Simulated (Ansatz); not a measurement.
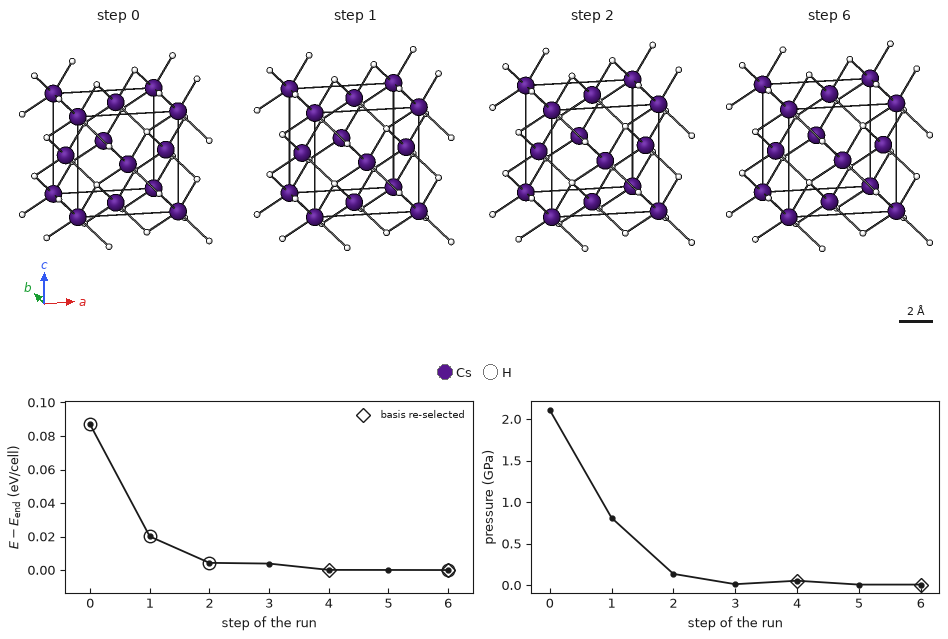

Frames of a relaxation of a crystal of CsH (built on the BeS-216 type type), marked on the history of the run. A ball-and-stick model of the conventional cell (4 times the calculation's cell), seen slightly off an axis. Lengths and directions refer to the drawn axes.

Level of theory: Ansatz, DFT, PBEsol, plane waves, PAW. Settings: plane-wave cutoff 420 eV; k-point mesh 6 × 6 × 6; occupations fermi dirac; smearing width 0.03 eV; no spin polarisation; cell and atoms relaxed; force threshold 0.01 eV/Å; at most 120 steps.

What happens along the run?

Answer. Over 4 accepted moves (6 points after the start) the energy falls by 86.9 meV per cell of the calculation. All forces vanish by symmetry, so only the cell relaxes. Pressure: 2.11 GPa at the start and 0.01 GPa at the end. At 2 points the geometry stayed and the basis and grid were re-selected for the new cell (energy shift of 3.8 meV per cell of the calculation at most each time). The atoms keep their places relative to the cell (all moves are under 0.005 Å). The drawn cell changes as follows: a = b = c 6.383 → 6.848 Å (+7.3 %); the volume changes by +23.5 %. Among the contacts that change: Cs–H 2.764 → 2.965 Å. The space group stays F-43m (No. 216). From step 0 to 1: volume +11.8 %, energy −66.8 meV per cell of the calculation. From step 1 to 2: volume +8.0 %, energy −15.8 meV per cell of the calculation. From step 2 to 6: volume +2.3 %, energy −4.3 meV per cell of the calculation.
